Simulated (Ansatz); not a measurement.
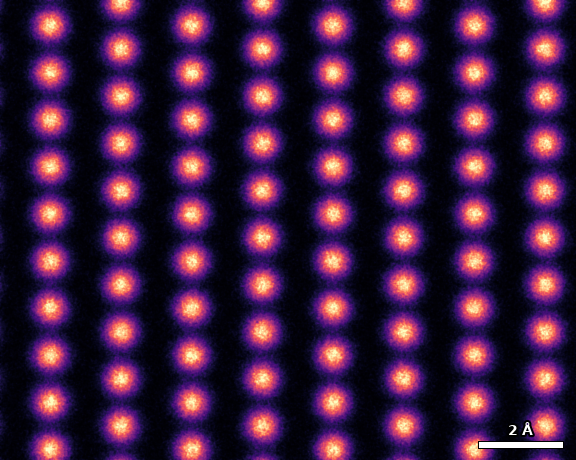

HAADF-like image of Cu (Pm-3m, No. 221). Simulated incoherent Z contrast: every atom adds Z^1.7 spread by a probe of 0.59 Å full width; channelling and multiple scattering are left out. Shot noise was added. Structure: the end point of a relaxation with Ansatz, DFT, revPBE, plane waves (420 eV) with PAW, scalar-relativistic; the starting structure was generated, so it need not be a known form of this composition.

```
Cu
1.0
     2.42999    0.00000    0.00000
     0.00000    2.42999    0.00000
     0.00000    0.00000    2.42999
Cu
1
Direct
  0.00000 0.00000 0.00000
```

**Along which zone axis is the crystal seen: [221], [001], [210] or [211]? (Directions equivalent by symmetry count as one.)**

[221]. The projected cells are 1.15 × 1.81 Å, 108° for [221]; 2.43 × 2.43 Å, 90° for [001]; 1.09 × 2.43 Å, 90° for [210]; 1.40 × 1.72 Å, 90° for [211], and the image repeats as the [221] one does.
